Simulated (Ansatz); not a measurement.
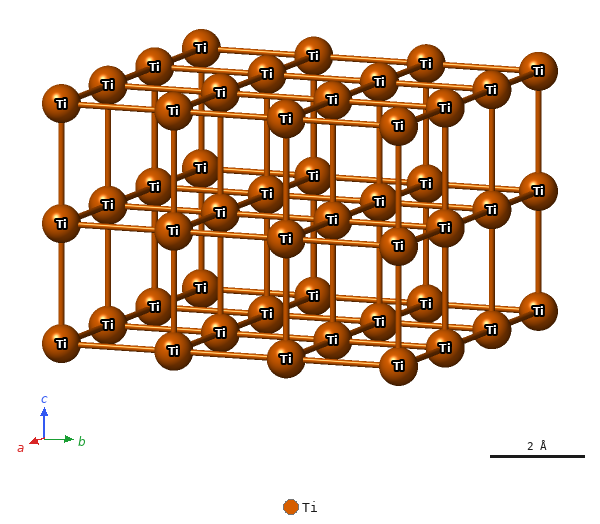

Figure 1. The structure as given in the input (ball-and-stick view of the cell of the calculation, repeated 3 × 3 × 2, seen slightly off an axis). An atom can appear more than once, as a periodic image. Near neighbours in the periodic cell (some may lie outside the picture): Ti has 6 Ti at 2.60 Å.

# Run report: Ti, band-structure calculation

Ti (1 atom in the cell), computed with DFT, PBEsol, PAW with Ansatz's default frozen-core files, scalar-relativistic, no spin polarisation (Ansatz 0.2.0).

It belongs to a series of runs on one base structure; here: volume scaled by 1, PAW files.

### Input file
```yaml
crystal:
  lattice:
    - [2.5958144861, 0.0, 0.0]
    - [0.0, 2.5958144861, 0.0]
    - [0.0, 0.0, 2.5958144861]
  atoms:
    - { symbol: Ti, position: [0.0, 0.0, 0.0] }
kpoints:
  mp_grid: { grid: [14, 14, 14] }
  band_path:
    path:
      - [0.0, 0.0, 0.0]
      - [0.0, 0.5, 0.0]
      - [0.5, 0.5, 0.0]
      - [0.0, 0.0, 0.0]
      - [0.5, 0.5, 0.5]
      - [0.0, 0.5, 0.0]
      - [0.5, 0.5, 0.5]
      - [0.5, 0.5, 0.0]
    npoints: 8
scf:
  occupations: { method: fermi_dirac, width: 0.08 }
hamiltonian:
  xc: pbesol
  pseudopotentials: { kind: paw }
output:
  forces: true
  stress: true
  eigenvalues: true
  populations: true
  dos: { projected: true, de: 0.2, e_range: [-14, 8] }
  write_density: true
  write_potential: true
  elf: true
  volumetric_format: npy
```

Launched with:
```bash
ansatz run input.yaml --threads 1 --pin off --max-ram 2048MiB --backend cpu --events-out ev --progress --plain --runs-dir out
```

### What the program printed
```
Engine: ansatz 0.2.0, aarch64-unknown-linux-gnu
Pseudopotentials: kind: paw
Pseudopotential: Ti, paw, valence charge 12, recommended cutoff 420 eV (normal), Ti.paw.azcp
Functional definition: PBEsol
  exchange = pbesol_x
  correlation = pbesol_c
Crystal: 1 atoms, lattice volume = 17.491 Å³
Basis set: ecut = 420 eV, 341 PW (Γ), exchange–correlation on 36×36×36 points (8 copies of the dense FFT grid, shifted against one another)
Bands: 10, of which v1, the nominal top of the filled ones, is band 6 counted from 1 (5 counted from 0)
Symmetry: 48 space group operations
Space group: Pm-3m (ITA 221), of the structure as read, at distance tolerance 2.6e-5 Å
k-points: 120 of 2744
Non-local potential: Ti, projectors of the file, l = 0: 3, l = 1: 2, l = 2: 3, l = 3: 1
PAW form: soft (Blöchl's): semilocal exchange-correlation on the pseudo side does not see the compensation charge
PAW frozen core: Ti, regenerated for the run's functional, and the local potential with it (the file was generated under x = pbe(κ = 0.804, μ = 0.2195149727645171), c = pbe(β = 0.06672455060314922))
PAW one-centre angular grid: Ti, 590 points (default); XC on 64 Gauss nodes
Initial density: superposition of atomic densities (neutral atoms: chi_scale 0, normalization atom), corrected by the library's trained network
Initial wavefunctions: pseudopotential atomic-orbital guess
Functional: x = pbesol(κ = 0.804, μ = 0.12345679012345678), c = pbesol(β = 0.046)
SCF iter   1: F=—  HF=-2473.078013 eV  |F-HF|=—  |Δ(HF+E_count)|=         —  Δρ=4.55e-3  dr2=3.13e-3  ethr=1.77e-3  ⟨swp⟩=4.6  Hψ=6571  notcnv=0
preconditioner: auto → none  [metal: Δε(μ)=0.041 eV  Ē_g=4.206 eV  σ=0.080 eV  W_gap=0.13  n_scr=6 (ndim 8)  ℏωp=17.8 eV  f_vac=0.000  D(μ)=2.23/eV (n_scr^D=26)  sad-step TF]
SCF iter   2: F=—  HF=-2473.077367 eV  |F-HF|=—  |Δ(HF+E_count)|=   6.46e-4  Δρ=2.87e-3  dr2=1.34e-3  ethr=2.61e-5  ⟨swp⟩=1.0  Hψ=2160  notcnv=0
SCF iter   3: F=—  HF=-2473.077011 eV  |F-HF|=—  |Δ(HF+E_count)|=   3.55e-4  Δρ=2.24e-4  dr2=3.05e-6  ethr=1.12e-5  ⟨swp⟩=1.9  Hψ=1361  notcnv=0
SCF iter   4: F=—  HF=-2473.076988 eV  |F-HF|=—  |Δ(HF+E_count)|=   2.29e-5  Δρ=1.96e-4  dr2=6.27e-6  ethr=2.55e-8  ⟨swp⟩=2.0  Hψ=2008  notcnv=0
iter 5 did not close the SCF: its close was put off for the readings that it lacked (scf_convergence_deferred on its scf_iter line)
SCF iter   5: F=-2473.076986 eV  HF=-2473.076986 eV  |F-HF|=1.19e-8  |Δ(HF+E_count)|=   2.15e-6  Δρ=1.86e-5  dr2=3.43e-8  ethr=2.55e-8  ⟨swp⟩=2.1  Hψ=1868  notcnv=0
SCF iter   6: F=-2473.076986 eV  HF=-2473.076986 eV  |F-HF|=4.96e-11  |Δ(HF+E_count)|=   4.67e-9  Δρ=1.93e-6  dr2=3.62e-10  ethr=2.85e-10  ⟨swp⟩=4.6  Hψ=5576  notcnv=0
SCF 1 converged in 6 iterations: F = -2473.076986 eV  dr2 = 3.62e-10
  greatest PAW one-centre occupation: 0.999 electrons in one spin orbital (limit 2), on the Ti atom at site 0 (counted from 0), in its partial waves of l = 0
```

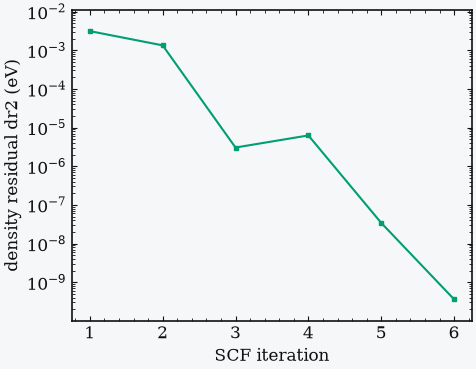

Figure 2. Convergence of the self-consistent field: density residual dr2 against the SCF iteration. The residual comes down, with one marked jump up, by a factor of about 2, at step 4.

```
NSCF: frozen V_eff on 57 k-points
SCF converged after 6 iterations
Free energy (F): -2473.076986 eV
Harris-Foulkes:  -2473.076986 eV  (|F-HF|=4.96e-11)
Internal energy: -2473.031232 eV  (E = F + TS)
E sigma→0 (E₀):  -2473.054109 eV
Entropy (-TS):   -0.045754 eV (-45.754 meV/atom)
Fermi energy:    12.931830 eV
--- Per-component energies (eV) ---
  E_band       = -157.405091
  E_kinetic    = 274.846011
  E_local      = -862.135961  (includes V_loc(G=0)·N_el)
  E_nonlocal   = 11.673009
  E_hartree    = 356.275468
  E_xc         = -96.680504
  E_vxc        = -121.504301  (∫ρ·V_xc dr)
  E_paw        = -1023.925396  (= ΣΔE_a)
  E_vpaw       = -172.834478  (= ΣTr[D̂ρ^β])
  E_aug_tail   = 0.000113  (compensation charges beyond the density's cutoff)
  E_ewald      = -1133.223356
  E_core_change = 0.139384  (= ΣΔE_core)
  E_smearing   = -0.045754  (= −TS)
  E_closure    = -0.000000  (closes the sum)
  Σ components = -2473.076986   (vs F -2473.076986, Δ=0.00e0)
--- Forces (eV/Å), atoms counted from 1 ---
  atom   1  Ti    -0.00000000    -0.00000000     0.00000000
  max |Σ_I F_I| component: 8.22e-33 eV/Å
--- Stress (GPa, compression-positive) ---
        0.013002       0.000000      -0.000000
        0.000000       0.013002       0.000000
        0.000000       0.000000       0.013002
  P = ⅓ Tr σ = 0.0130 GPa (0.130 kbar)
--- Band table (eV; the first three rows and the last of 120) ---
  k-point 0: bands = ["-43.3078", "-19.1290", "-19.1290", "-19.1290", "7.1490", "11.5513", "11.5513", "17.0884", "17.0884", "17.0884"]
  k-point 1: bands = ["-43.3003", "-19.1819", "-19.1245", "-19.1245", "7.2870", "11.5859", "11.6553", "16.9667", "16.9667", "17.0973"]
  k-point 2: bands = ["-43.2792", "-19.3285", "-19.1118", "-19.1118", "7.6848", "11.6845", "11.9480", "16.6425", "16.6425", "17.1225"]
  k-point 119: bands = ["-42.8680", "-19.8494", "-19.8494", "-19.8494", "11.6333", "11.6333", "11.6333", "18.4333", "18.4333", "22.0413"]
--- Löwdin populations: 1 site ---
  site symbol       q [e]
     0     Ti     11.8739
  spilling = 0.010510 (of n_electrons = 12.000000)
```

### File dos.tsv
```
# E-E_F[eV]	g_bin_mean(E)[states/eV]	N(E)
# format = ansatz-dos/2
# fermi_ev = 12.931830
# fermi_mp_grid = 14 14 14
# fermi_mp_shift = 0 0 0
# tetrahedron_fermi_ev = 12.947008
# g_bin_mean(E): the states in a bin one row spacing wide, centred on E, divided by that spacing. States that the method places at a single energy (under output.dos.method: tetrahedron, those of a tetrahedron whose four corners have one energy) are counted whole in the row whose bin holds that energy (on the edge of two bins, in the lower row). The sum of g_bin_mean over a run of rows, times the row spacing, is the number of states from half a spacing under the first of them to half a spacing over the last (a plain sum, not the trapezoid rule).
-14.000000	0.000000e0	8.000000e0
-13.800000	0.000000e0	8.000000e0
-13.600000	0.000000e0	8.000000e0
-13.400000	0.000000e0	8.000000e0
-13.200000	0.000000e0	8.000000e0
-13.000000	0.000000e0	8.000000e0
-12.800000	0.000000e0	8.000000e0
-12.600000	0.000000e0	8.000000e0
-12.400000	0.000000e0	8.000000e0
-12.200000	0.000000e0	8.000000e0
-12.000000	0.000000e0	8.000000e0
-11.800000	0.000000e0	8.000000e0
-11.600000	0.000000e0	8.000000e0
-11.400000	0.000000e0	8.000000e0
-11.200000	0.000000e0	8.000000e0
-11.000000	0.000000e0	8.000000e0
-10.800000	0.000000e0	8.000000e0
-10.600000	0.000000e0	8.000000e0
-10.400000	0.000000e0	8.000000e0
-10.200000	0.000000e0	8.000000e0
-10.000000	0.000000e0	8.000000e0
-9.800000	0.000000e0	8.000000e0
-9.600000	0.000000e0	8.000000e0
-9.400000	0.000000e0	8.000000e0
-9.200000	0.000000e0	8.000000e0
-9.000000	0.000000e0	8.000000e0
-8.800000	0.000000e0	8.000000e0
-8.600000	0.000000e0	8.000000e0
-8.400000	0.000000e0	8.000000e0
-8.200000	0.000000e0	8.000000e0
-8.000000	0.000000e0	8.000000e0
-7.800000	0.000000e0	8.000000e0
-7.600000	0.000000e0	8.000000e0
-7.400000	0.000000e0	8.000000e0
-7.200000	0.000000e0	8.000000e0
-7.000000	0.000000e0	8.000000e0
-6.800000	0.000000e0	8.000000e0
-6.600000	0.000000e0	8.000000e0
-6.400000	0.000000e0	8.000000e0
-6.200000	0.000000e0	8.000000e0
-6.000000	0.000000e0	8.000000e0
-5.800000	1.057483e-3	8.000000e0
-5.600000	3.007869e-2	8.002212e0
-5.400000	5.034266e-2	8.010810e0
-5.200000	7.145483e-2	8.022996e0
-5.000000	8.379154e-2	8.038623e0
-4.800000	9.864119e-2	8.056830e0
-4.600000	1.148762e-1	8.078144e0
-4.400000	1.289347e-1	8.102596e0
-4.200000	1.432390e-1	8.129793e0
-4.000000	1.606633e-1	8.160074e0
-3.800000	1.798385e-1	8.194136e0
-3.600000	1.983684e-1	8.231915e0
-3.400000	2.223542e-1	8.273838e0
-3.200000	2.492104e-1	8.320951e0
-3.000000	2.812088e-1	8.373631e0
-2.800000	4.522711e-1	8.438741e0
-2.600000	7.196644e-1	8.558143e0
-2.400000	1.093212e0	8.733946e0
-2.200000	1.429879e0	8.998253e0
-2.000000	1.466985e0	9.285731e0
-1.800000	1.633058e0	9.589514e0
-1.600000	8.912512e-1	9.871209e0
-1.400000	2.909355e-1	9.974713e0
-1.200000	3.457700e-1	1.002553e1
-1.000000	5.951652e-1	1.011928e1
-0.800000	1.129870e0	1.028344e1
-0.600000	2.458250e0	1.059580e1
-0.400000	2.035308e0	1.112443e1
-0.200000	2.096075e0	1.151069e1
0.000000	2.358173e0	1.196303e1
0.200000	2.109120e0	1.240265e1
0.400000	1.818437e0	1.283409e1
0.600000	1.319287e0	1.312000e1
0.800000	8.724406e-1	1.334629e1
1.000000	6.412329e-1	1.349352e1
1.200000	6.970239e-1	1.361955e1
1.400000	9.035688e-1	1.377494e1
1.600000	1.809171e0	1.403030e1
1.800000	1.408294e0	1.437548e1
2.000000	1.506018e0	1.466388e1
2.200000	1.841658e0	1.500236e1
2.400000	1.685448e0	1.536048e1
2.600000	1.395805e0	1.566999e1
2.800000	1.821445e0	1.594996e1
3.000000	2.920700e0	1.646494e1
3.200000	2.569028e0	1.701575e1
3.400000	2.054650e0	1.748447e1
3.600000	1.692224e0	1.784233e1
3.800000	1.808500e0	1.819104e1
4.000000	1.731324e0	1.855612e1
4.200000	1.174943e0	1.886213e1
4.400000	6.009473e-1	1.902012e1
4.600000	5.507047e-1	1.913423e1
4.800000	5.252261e-1	1.924111e1
5.000000	5.117622e-1	1.934621e1
5.200000	4.227769e-1	1.944082e1
5.400000	3.080324e-1	1.951418e1
5.600000	2.250344e-1	1.956510e1
5.800000	1.994919e-1	1.960754e1
6.000000	1.791097e-1	1.964514e1
6.200000	1.645068e-1	1.967947e1
6.400000	1.510045e-1	1.971099e1
6.600000	1.386123e-1	1.973993e1
6.800000	1.270378e-1	1.976648e1
7.000000	1.160558e-1	1.979076e1
7.200000	1.067765e-1	1.981301e1
7.400000	9.845459e-2	1.983351e1
7.600000	9.079434e-2	1.985242e1
7.800000	8.362378e-2	1.986985e1
8.000000	7.696804e-2	1.988589e1
```

### File populations.tsv
```
# site	symbol	l	j	q
# orbitals = lowdin
# n_electrons = 12.000000
# spilling = 0.010510
0	Ti	0_3S	-	1.906000
0	Ti	0_4S	-	0.862917
0	Ti	1_3P	-	5.971802
0	Ti	2_3D	-	3.133155
```

### File rho_z.tsv
```
# z_ang	rho[e/angstrom^3]
# format = ansatz-planar-average/11
# lattice	2.595814486	0.000000000	0.000000000
# lattice	0.000000000	2.595814486	0.000000000
# lattice	0.000000000	0.000000000	2.595814486
# sites	1
# site	22	0.000000000	0.000000000	0.000000000
0.000000	1.686986e0
0.144212	1.579077e0
0.288424	1.286090e0
0.432636	9.029779e-1
0.576848	5.580325e-1
0.721060	3.343237e-1
0.865271	2.284085e-1
1.009483	1.872904e-1
1.153695	1.712330e-1
1.297907	1.671767e-1
1.442119	1.712330e-1
1.586331	1.872904e-1
1.730543	2.284085e-1
1.874755	3.343237e-1
2.018967	5.580325e-1
2.163179	9.029779e-1
2.307391	1.286090e0
2.451603	1.579077e0
```

### File v_z.tsv
```
# z_ang	v_es[eV]	v_tot[eV]
# format = ansatz-planar-average/11
# xc	pbesol
# density_cutoff_ev	1680
# datasets	Ti=:simpson_from_first_knot:soft:shift=-797321
# lattice	2.595814486	0.000000000	0.000000000
# lattice	0.000000000	2.595814486	0.000000000
# lattice	0.000000000	0.000000000	2.595814486
# sites	1
# site	22	0.000000000	0.000000000	0.000000000
0.000000	-1.238675e0	-1.490836e1
0.144212	-8.636315e-1	-1.435888e1
0.288424	2.914801e-1	-1.269129e1
0.432636	2.254349e0	-9.945020e0
0.576848	4.924175e0	-6.339346e0
0.721060	7.939877e0	-2.420407e0
0.865271	1.074000e1	1.059707e0
1.009483	1.269966e1	3.370197e0
1.153695	1.369509e1	4.480192e0
1.297907	1.401115e1	4.827219e0
1.442119	1.369509e1	4.480192e0
1.586331	1.269966e1	3.370197e0
1.730543	1.074000e1	1.059707e0
1.874755	7.939877e0	-2.420407e0
2.018967	4.924175e0	-6.339346e0
2.163179	2.254349e0	-9.945020e0
2.307391	2.914801e-1	-1.269129e1
2.451603	-8.636315e-1	-1.435888e1
```

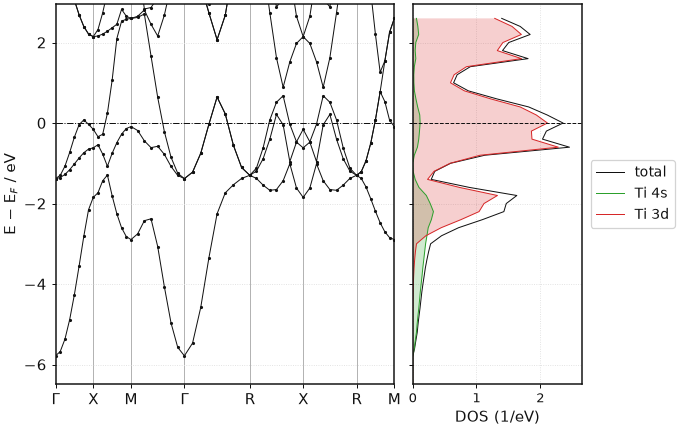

Figure 3. Band structure along Γ–X–M–Γ–R–X–R–M and density of states (projected on Löwdin-orthogonalised atomic shells), with energies from the Fermi level. Bands cross the Fermi level: a metal at this level of theory.

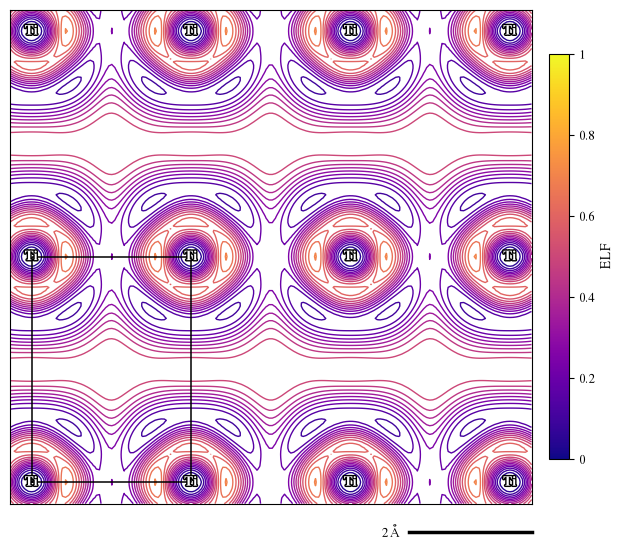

Figure 4. Electron localisation function on the (011) plane of the conventional cell. Ti–Ti (2.60 Å): the ELF is about 0.25 at the midpoint; no localised pair between them. The strong features right at Ti lie inside the PAW spheres (semicore, d or f shells) and say nothing about bonding. Core electrons are frozen (PAW), so the fields are smoothed inside the atomic spheres.

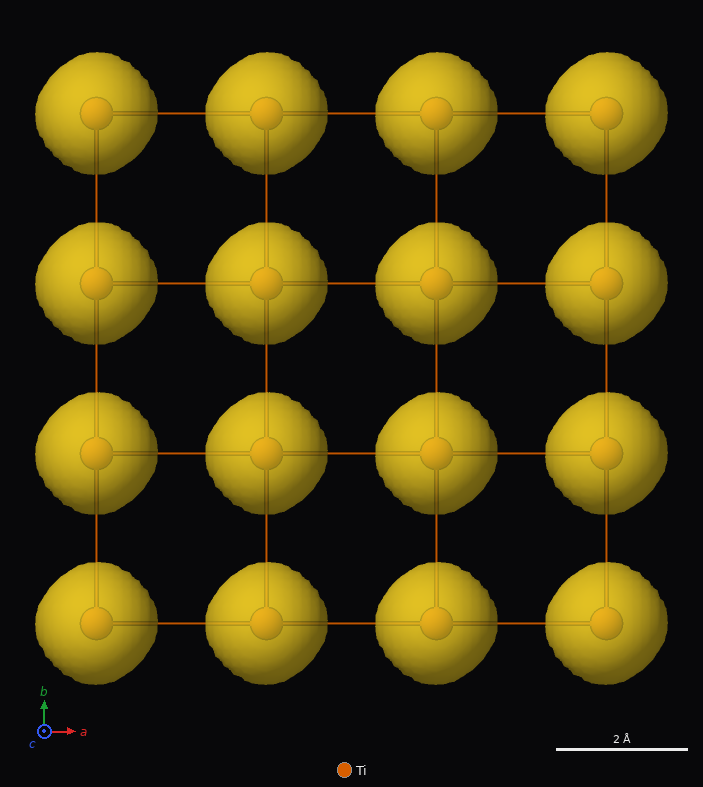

Figure 5. Isosurface of the valence electron density at 0.6 e/Å³ (yellow), seen along the c axis. Sticks mark near contacts. The outline is the cell set on symmetry axes. At this value the density breaks into separate islands; it holds about 75 % of the electrons treated as valence (semicore included). It is pinched off along the Ti–Ti (2.60 Å) contacts. On the grid the lowest density along these lines, outside the cores, is 0.28 e/Å³ (Ti–Ti, 2.60 Å).

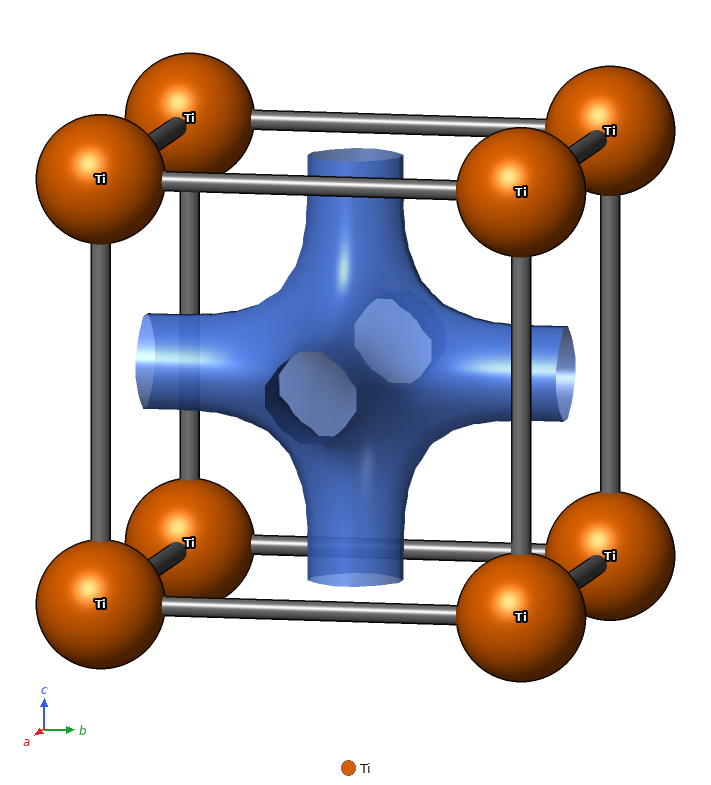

Figure 6. Isosurface of the electron localisation function at 0.45 (blue), seen slightly off an axis. Core shells and regions of very low density are left out. Sticks mark near contacts. The outline is the cell set on symmetry axes. The ELF exceeds this value in one network that runs through the whole crystal, counted in one cell of 1 atoms. Profiles from the grid: Ti–Ti (2.60 Å): the ELF is about 0.25 at the midpoint (no localised pair between them).

### Key numbers

| quantity | value |
| --- | --- |
| outcome | converged |
| space group (tolerance 0.01 Å) | Pm-3m (221) |
| electrons treated | 12 |
| free energy | −2473.0770 eV |
| Fermi energy | 12.932 eV |
| pressure | 0.01 GPa |
| electronic character | metal |
| largest force (length of the vector) | under 0.001 eV/Å |
| hardware | 1 thread of Arm Neoverse V1, 112 GiB of memory available, shared host |
| wall time | 2.5 s |
| peak memory | 0.28 GiB |
